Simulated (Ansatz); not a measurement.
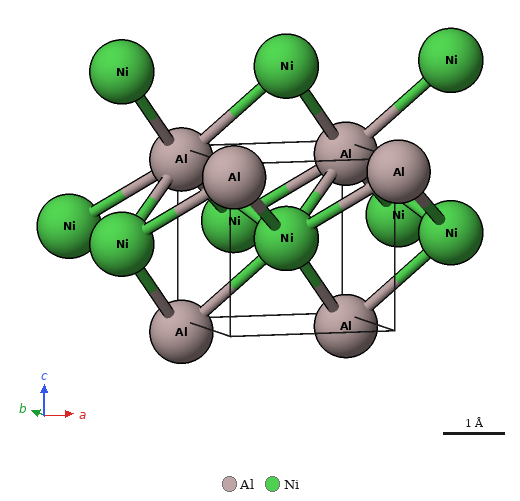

*The input geometry (ball-and-stick view of the cell of the calculation, seen slightly off an axis; bonded neighbours outside the cell are drawn too). An atom can appear more than once, as a periodic image.*

## Single-point calculation, with input and output: AlNi

- system: AlNi (2 atoms in the cell)
- method: DFT PBEsol, scalar-relativistic, plane waves, PAW, no spin polarisation (Ansatz 0.2.0)

The structure derives from a Materials Project entry. It belongs to a series of runs on one base structure; here: atom 1 (Al) moved by (-0.200, -0.200) A along [1 1 0] and z. Figures and captions count atoms from 1; the log counts them from 0 in places.

Input
```yaml
crystal:
  lattice:
    - [2.0213280871, -2.0213497883, 0.0]
    - [2.0213280871, 2.0213497883, 0.0]
    - [0.0, 0.0, 2.8694088109]
  atoms:
    - { symbol: Al, position: [-3.756e-07, -0.0699641973, -0.0697007688] }
    - { symbol: Ni, position: [0.5, 0.5, 0.5] }
basis:
  ecutwfc: 420
kpoints:
  mp_grid: { grid: [20, 20, 20] }
hamiltonian:
  xc: pbesol
scf:
  occupations: { method: gaussian, width: 0.15 }
output:
  forces: true
  stress: true
  eigenvalues: true
  write_density: true
  write_potential: true
  elf: true
  volumetric_format: npy
```

Run on 2 threads of Arm Neoverse V2, 24 GiB of memory available, shared host.

Command:
```bash
ansatz run input.yaml --threads 2 --pin off --max-ram 5120MiB --backend cpu --events-out ev --progress --plain --runs-dir out
```

The program's output
```
Warning: 1 symmetry operations that the atoms keep within the bar at which the run's group was sought (crystal.symmetry.tolerance 1.0e-5, or twice it) were not taken beside the 1 unitary ones that the detection took (of a slab, those that keep its plane). If the more symmetric cell is meant, write the vectors of crystal.lattice to more decimals, or, with the positions in fractional coordinates, give it by lengths and angles (which lays the cell in the standard orientation, to which the deck's other Cartesian keys then refer), with the lengths that are meant to be equal typed equal, the angles likewise, and each angle that the symmetry fixes typed at its exact value (of a frozen-density pass: in the run whose state it reads). The detection then takes those 1 too, where the atoms keep them as a group. The lattice (crystal.lattice as typed, or as saved on a frozen-density pass laid at its state's geometry) misses each of them by more than the tolerance, the farthest off changing a squared length by the fraction 2.1e-5. The run does not impose them: its cell is that one, or, where this deck is also told that its lattice was moved onto its group, that cell laid onto the operations that were taken. If the cell is strained on purpose, what lies past the tolerance is rightly left out.
Engine: ansatz 0.2.0, aarch64-unknown-linux-gnu
Pseudopotentials: kind: paw
Pseudopotential: Al, paw, valence charge 3, recommended cutoff 420 eV (normal), Al.paw.azcp
Pseudopotential: Ni, paw, valence charge 18, recommended cutoff 420 eV (normal), Ni.paw.azcp
Functional definition: PBEsol
  exchange = pbesol_x
  correlation = pbesol_c
Crystal: 2 atoms, lattice volume = 23.448 Å³
Basis set: ecut = 420 eV, 461 PW (Γ), exchange–correlation on 40×40×40 points (8 copies of the dense FFT grid, shifted against one another)
Bands: 15, of which v1, the nominal top of the filled ones, is band 11 counted from 1 (10 counted from 0)
Symmetry: 1 space group operations
Space group: P1 (ITA 1), of the structure as read, at distance tolerance 2.9e-5 Å
k-points: 4004 of 8000 (time reversal used)
Non-local potential: Al, projectors of the file, l = 0: 2, l = 1: 2, l = 2: 1
Non-local potential: Ni, projectors of the file, l = 0: 3, l = 1: 2, l = 2: 3, l = 3: 1
PAW form: soft (Blöchl's): semilocal exchange-correlation on the pseudo side does not see the compensation charge
PAW frozen core: Al, regenerated for the run's functional, and the local potential with it (the file was generated under x = pbe(κ = 0.804, μ = 0.2195149727645171), c = pbe(β = 0.06672455060314922))
PAW frozen core: Ni, regenerated for the run's functional, and the local potential with it (the file was generated under x = pbe(κ = 0.804, μ = 0.2195149727645171), c = pbe(β = 0.06672455060314922))
PAW one-centre angular grid: Al, 110 points (default); XC on 64 Gauss nodes
PAW one-centre angular grid: Ni, 590 points (default); XC on 64 Gauss nodes
Initial density: superposition of atomic densities (neutral atoms: chi_scale 0, normalization atom), corrected by the library's trained network
Initial wavefunctions: pseudopotential atomic-orbital guess
Functional: x = pbesol(κ = 0.804, μ = 0.12345679012345678), c = pbesol(β = 0.046)
SCF iter   1: F=—  HF=-6330.608359 eV  |F-HF|=—  |Δ(HF+E_count)|=         —  Δρ=1.77e-2  dr2=4.20e-2  ethr=1.77e-3  ⟨swp⟩=4.4  Hψ=268330  notcnv=0
preconditioner: auto → none  [metal: Δε(μ)=0.003 eV  Ē_g=9.811 eV  σ=0.150 eV  W_gap=0.01  n_scr=6 (ndim 8)  ℏωp=27.6 eV  f_vac=0.000  D(μ)=0.85/eV (n_scr^D=6)  sad-step TF]
SCF iter   2: F=—  HF=-6330.603091 eV  |F-HF|=—  |Δ(HF+E_count)|=   5.27e-3  Δρ=5.87e-3  dr2=5.28e-3  ethr=2.00e-4  ⟨swp⟩=1.7  Hψ=95938  notcnv=0  defer=114
SCF iter   3: F=—  HF=-6330.602493 eV  |F-HF|=—  |Δ(HF+E_count)|=   5.98e-4  Δρ=9.08e-4  dr2=1.34e-4  ethr=2.51e-5  ⟨swp⟩=1.0  Hψ=59084  notcnv=0  defer=114
SCF iter   4: F=—  HF=-6330.602476 eV  |F-HF|=—  |Δ(HF+E_count)|=   1.73e-5  Δρ=6.39e-5  dr2=3.18e-7  ethr=6.39e-7  ⟨swp⟩=1.4  Hψ=67214  notcnv=0  defer=114
SCF iter   5: F=—  HF=-6330.602474 eV  |F-HF|=—  |Δ(HF+E_count)|=   1.86e-6  Δρ=1.74e-5  dr2=5.04e-8  ethr=1.52e-9  ⟨swp⟩=2.0  Hψ=98126  notcnv=0  defer=114
SCF iter   6: F=-6330.602474 eV  HF=-6330.602474 eV  |F-HF|=5.73e-11  |Δ(HF+E_count)|=   1.26e-9  Δρ=1.54e-6  dr2=2.92e-10  ethr=2.40e-10  ⟨swp⟩=6.2  Hψ=331778  notcnv=0
SCF 1 converged in 6 iterations: F = -6330.602474 eV  dr2 = 2.92e-10
  greatest PAW one-centre occupation: 1.001 electrons in one spin orbital (limit 2), on the Ni atom at site 1 (counted from 0), in its partial waves of l = 1
```

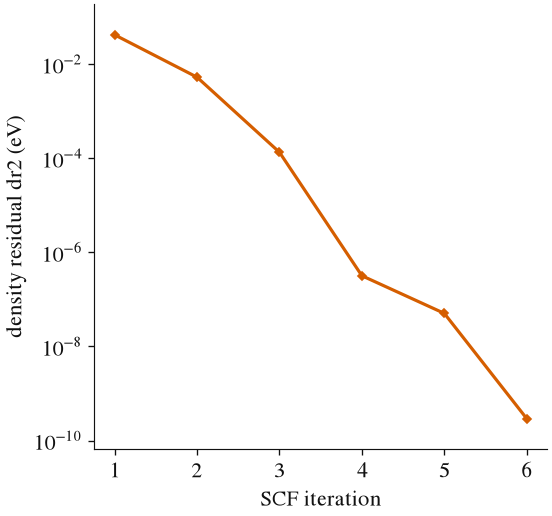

*Convergence of the self-consistent field: density residual dr2 against the SCF iteration.*

The residual falls at every step.

```
SCF converged after 6 iterations
Free energy (F): -6330.602474 eV
Harris-Foulkes:  -6330.602474 eV  (|F-HF|=5.73e-11)
Internal energy: -6330.593044 eV  (E = F + TS)
E sigma→0 (E₀):  -6330.597759 eV
Entropy (-TS):   -0.009430 eV (-4.715 meV/atom)
Fermi energy:    14.158905 eV
--- Per-component energies (eV) ---
  E_band       = -332.741249
  E_kinetic    = 313.026386
  E_local      = -4429.581659  (includes V_loc(G=0)·N_el)
  E_nonlocal   = 649.270761
  E_hartree    = 1904.673269
  E_xc         = -126.123012
  E_vxc        = -141.404635  (∫ρ·V_xc dr)
  E_paw        = -2053.149786  (= ΣΔE_a)
  E_vpaw       = -533.399278  (= ΣTr[D̂ρ^β])
  E_aug_tail   = 0.000393  (compensation charges beyond the density's cutoff)
  E_ewald      = -2588.925824
  E_core_change = 0.216428  (= ΣΔE_core)
  E_smearing   = -0.009430  (= −TS)
  E_closure    = 0.000000  (closes the sum)
  Σ components = -6330.602474   (vs F -6330.602474, Δ=0.00e0)
--- Forces (eV/Å), atoms counted from 1 ---
  atom   1  Al     0.99476326     0.99466533     1.41007202
  atom   2  Ni    -0.99476383    -0.99466593    -1.41007344
  max |Σ_I F_I| component: 1.42e-6 eV/Å
--- Stress (GPa, compression-positive) ---
        6.274161      -1.408192       4.201224
       -1.408192       6.271204       4.200877
        4.201224       4.200877       4.602146
  P = ⅓ Tr σ = 5.7158 GPa (57.158 kbar)
--- Band table (eV; the first three rows and the last of 4004) ---
  k-point 0: bands = ["-88.9050", "-49.4704", "-49.4687", "-49.4307", "2.8977", "10.7276", "10.7724", "12.4599", "12.5565", "12.5789", "19.6387", "19.8115", "19.8882", "22.4614", "22.4990"]
  k-point 1: bands = ["-88.9049", "-49.4703", "-49.4690", "-49.4310", "2.9441", "10.7332", "10.7747", "12.4482", "12.5366", "12.5720", "19.1156", "19.8726", "19.9443", "22.4984", "22.9478"]
  k-point 2: bands = ["-88.9048", "-49.4702", "-49.4698", "-49.4318", "3.0830", "10.7335", "10.7918", "12.4059", "12.4801", "12.5615", "18.0716", "20.0529", "20.1206", "22.5065", "23.8386"]
  k-point 4003: bands = ["-88.9003", "-49.4917", "-49.4893", "-49.4513", "9.9234", "9.9398", "9.9833", "13.1125", "13.1307", "15.8859", "16.0258", "16.1190", "17.6063", "18.7630", "18.9180"]
```

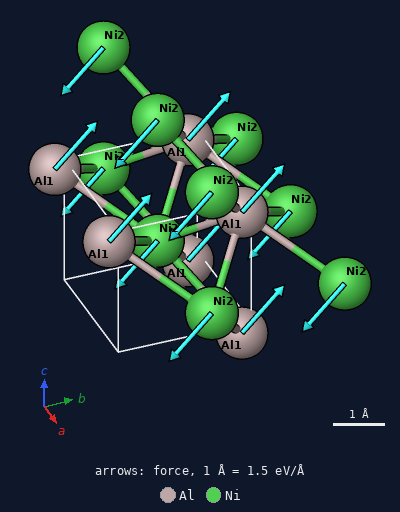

*Forces on the atoms as teal arrows (ball-and-stick view of the cell of the calculation, seen at an oblique angle; bonded neighbours outside the cell are drawn too; atoms are numbered from 1 in the order of the input).*

The largest act on Ni2 (1.99 eV/Å); Al1 (1.99 eV/Å). The geometry is not a stationary point of this energy.

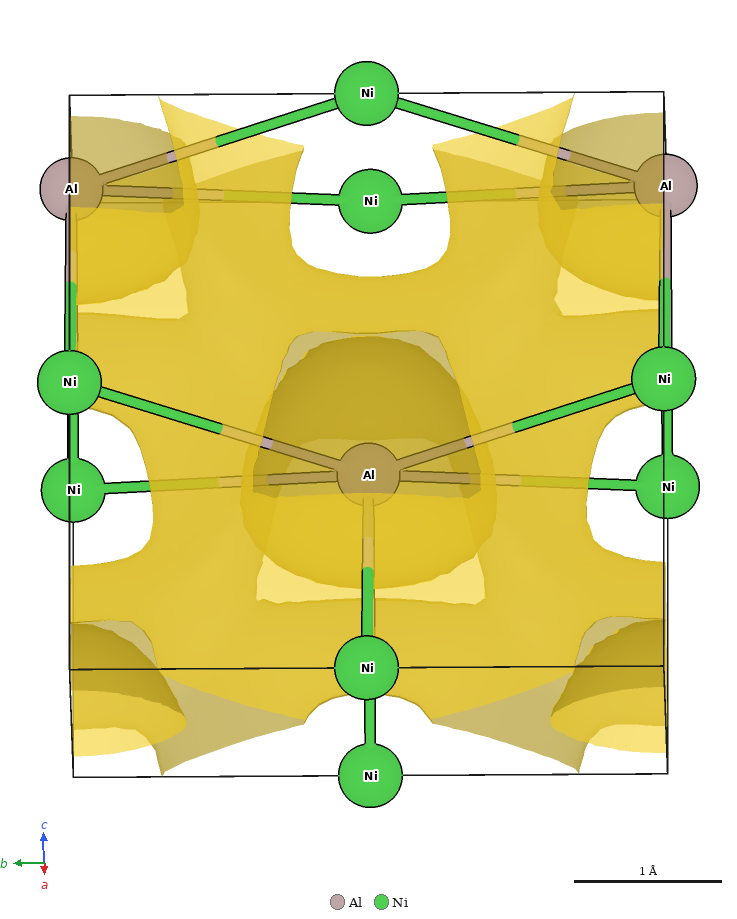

*Isosurface of the ELF at 0.4 (yellow), seen at an oblique angle. Only the valence region is drawn (cores and ρ < 0.01 e/Å³ removed). Sticks mark near contacts. The outline is the cell set on symmetry axes.*

The ELF exceeds this value in one network that runs through the whole crystal, counted in one cell of 4 atoms. Profiles from the grid: Al–Ni (2.25 Å): the ELF is about 0.40 at the midpoint (metallic bonding. Al–Ni (2.49 Å): the ELF is about 0.40 at the midpoint, which marks metallic bonding. In a PAW calculation such maps are meaningful between the atoms, not at the nuclei.

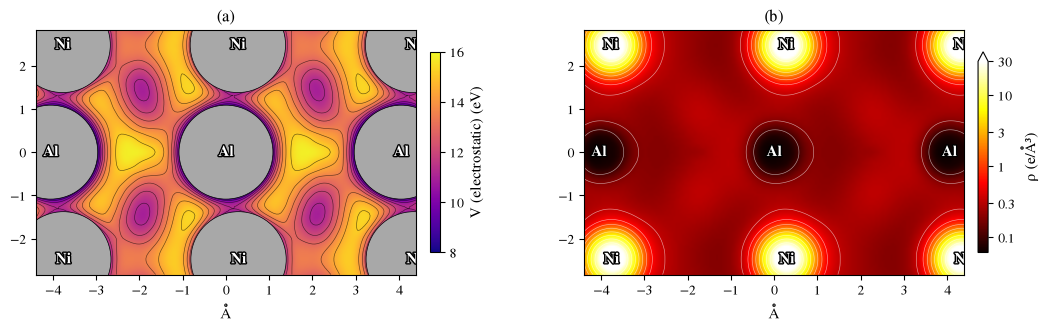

*(a) electrostatic potential (local pseudopotential plus Hartree) felt by an electron; (b) valence charge density (pseudo) on the (11̄0) plane of the conventional cell. Grey discs, where drawn, cover atomic cores.*

Atoms in the plane: Al and Ni. Al–Ni (2.50 Å): ρ at the midpoint is about 0.3 e/Å³. Away from the nuclei the density in this plane falls to 0.19 e/Å³ at its lowest. Outside the cores the potential energy rises away from the atoms and is highest about 1.5 Å from the nearest atoms; outside the discs it spans about 7 eV, and its zero is arbitrary.

Summary

```json
{"quantity": "outcome", "value": "converged"}
{"quantity": "space group (tolerance 0.01 Å)", "value": "Pm (6)"}
{"quantity": "electrons treated", "value": "21"}
{"quantity": "free energy", "value": "−6330.6025 eV"}
{"quantity": "Fermi energy", "value": "14.159 eV"}
{"quantity": "gap on the k-point mesh", "value": "none (metallic)"}
{"quantity": "pressure", "value": "5.72 GPa"}
{"quantity": "largest force (length of the vector)", "value": "1.992 eV/Å"}
{"quantity": "wall time", "value": "64 s (CPU time 2.1 min)"}
{"quantity": "peak memory", "value": "1.7 GiB"}
```

Notes

Warnings of the run: near-symmetries of the structure were not used. The run has no spin polarisation, so a magnetic state may lie lower. The cell is under a pressure of 5.7 GPa at this level, so it is not at its equilibrium volume.
